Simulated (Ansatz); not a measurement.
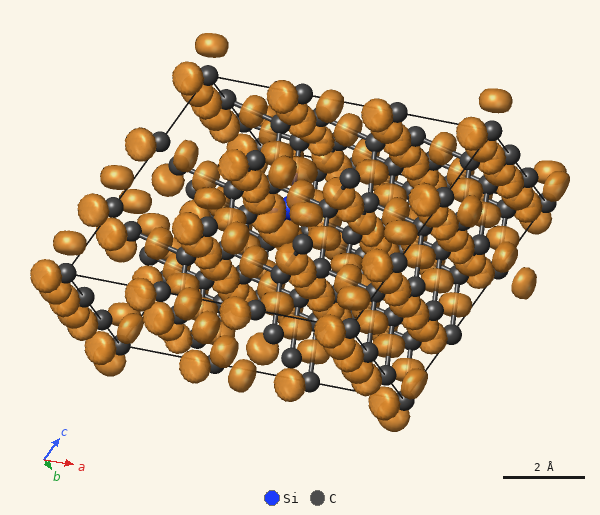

The picture shows: SiC53 (cell with a defect). Isosurface of the ELF at 0.8 (orange), seen at an oblique angle. Only the valence region is drawn (cores and ρ < 0.01 e/Å³ removed). Sticks mark near contacts.

These are results of Ansatz, DFT PBE, scalar-relativistic, plane waves, PAW, not measurements.

### Describe the localisation domains.

At this value the surface marks out 104 regions between bonded C–C atoms (shared pairs) and four regions between bonded C–Si atoms (shared pairs), counted in one cell of 54 atoms. Any copies at cell faces, edges or corners count once. Profiles from the grid: C–C (1.51 Å): the ELF peaks at about 0.95 between the atoms: localised, covalent bonding. Si–C (1.72 Å): the ELF peaks at about 0.95 between the atoms, as expected for localised, covalent bonding.
